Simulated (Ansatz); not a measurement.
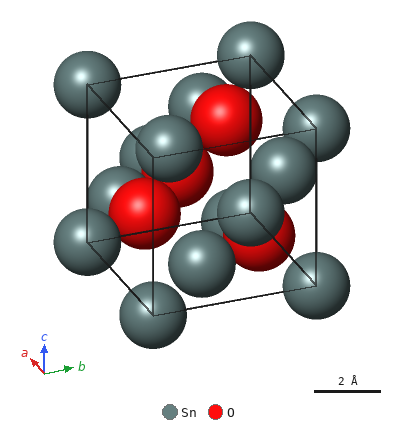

The figure gives a space-filling picture of the atoms, viewed from a general direction. The parallelepiped is the conventional unit cell.

SnO, space group F-43m (No. 216), a = 5.42 Å, b = 5.42 Å, c = 5.42 Å, α = 90.00°, β = 90.00°, γ = 90.00°.

Setup: DFT, HSE06, plane waves, PAW in Ansatz 0.2.0; a kinetic-energy cutoff of 420 eV, k-points about 0.33 Å⁻¹ apart, Fermi-Dirac smearing of 0.02 eV, no spin polarisation.

### Is it conducting or gapped at this level?

A metal: bands cross the Fermi level.

### Would the cell expand or shrink if it could?

The computed pressure is 0.3 GPa (compressed: it would expand).

It derives from a structure type filled with these elements by a generator (whether the compound takes this form wasn't checked). Earlier steps of the study may have refined or changed the cell and positions. An electronic-structure calculation with Ansatz was run on it.
